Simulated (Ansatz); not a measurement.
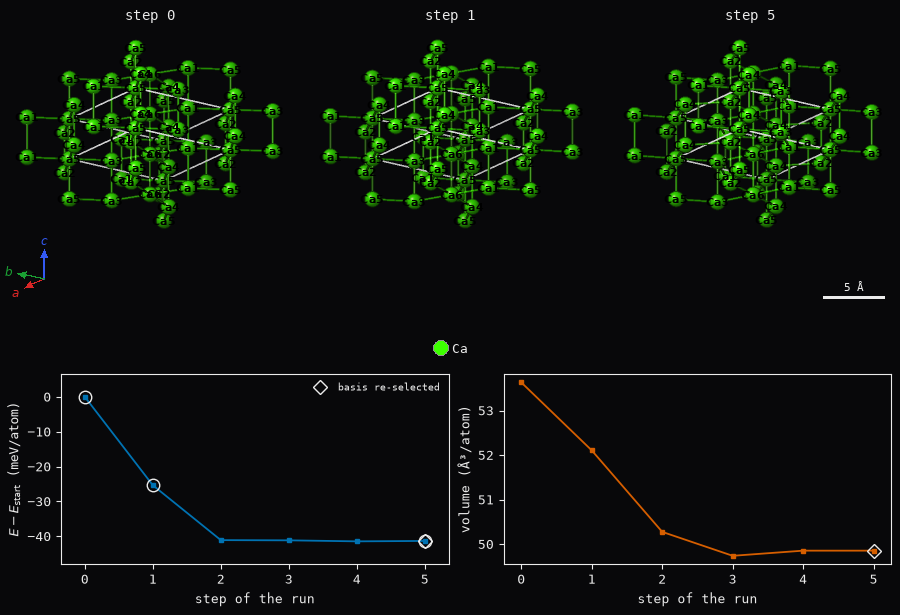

Frames of a relaxation of a crystal of Ca (a generated structure, set up in P4/mbm), marked on the history of the run. The picture is a ball-and-stick view of the cell of the calculation, seen from a free direction.

Method: DFT PBE, scalar-relativistic, plane waves, PAW in Ansatz 0.2.0.

Input file:
```yaml
crystal:
  lattice:
    - [9.57395321, 0.0, 0.0]
    - [0.0, 9.57395321, 0.0]
    - [0.0, 0.0, 3.51062019]
  atoms:
    - { symbol: Ca, position: [0.17679539, 0.32320461, 0.0] }
    - { symbol: Ca, position: [0.32320461, 0.82320461, 0.0] }
    - { symbol: Ca, position: [0.82320461, 0.67679539, 0.0] }
    - { symbol: Ca, position: [0.67679539, 0.17679539, 0.0] }
    - { symbol: Ca, position: [0.0, 0.0, 0.0] }
    - { symbol: Ca, position: [0.5, 0.5, 0.0] }
basis:
  ecutwfc: 420
kpoints:
  mp_grid: { grid: [4, 4, 10] }
hamiltonian:
  xc: pbe
scf:
  occupations: { method: gaussian, width: 0.1 }
output:
  forces: true
  stress: true
  eigenvalues: true
  write_density: true
  write_potential: true
  elf: true
  volumetric_format: npy
relax:
  adjacent_minimum: "off"
  f_tol: 0.01
  max_steps: 80
  cell: { stress_tol: 0.05 }
```

Command:
```bash
ansatz run input.yaml --threads 1 --pin off --max-ram 2560MiB --backend cpu --events-out ev --progress --plain --runs-dir out
```

Question: Describe the path.

Answer: The largest moves relative to the cell, 0.39 Å, are those of Ca1, Ca2, Ca3 and Ca4. Ca2 goes along [1 1 0]. The drawn cell changes as follows: a = b 9.574 → 9.172 Å (−4.2 %), c 3.511 → 3.555 Å (+1.3 %); the volume changes by −7.0 %. Near-neighbour distances that change, for instance: Ca1–Ca3 4.787 → 3.801 Å, Ca1–Ca1 3.511 → 3.555 Å, Ca1–Ca5 3.527 → 3.510 Å. Bond angles that change, for instance: Ca5–Ca2–Ca6 147.4° → 135.0°. The space group stays P4/mbm (No. 127). Over 4 accepted moves (5 points after the start) the energy falls by 41.3 meV per atom. Largest force component: 0.079 eV/Å at the start, 0.00076 eV/Å at the end. The pressure goes from −0.18 to 0.01 GPa. The SCF was repeated once at an unchanged geometry on a basis and grid sized afresh for the cell, which shifted the energy by 0.1 meV per atom at most. The run took 2.3 min on 1 thread of Arm Neoverse V1 (shared host), peak memory 0.61 GiB. From step 0 to 1: Ca atoms move most (0.19 Å), volume −2.8 %, energy −25.4 meV per atom. From step 1 to 5: Ca atoms move most (0.21 Å), volume −4.3 %, energy −16.0 meV per atom.
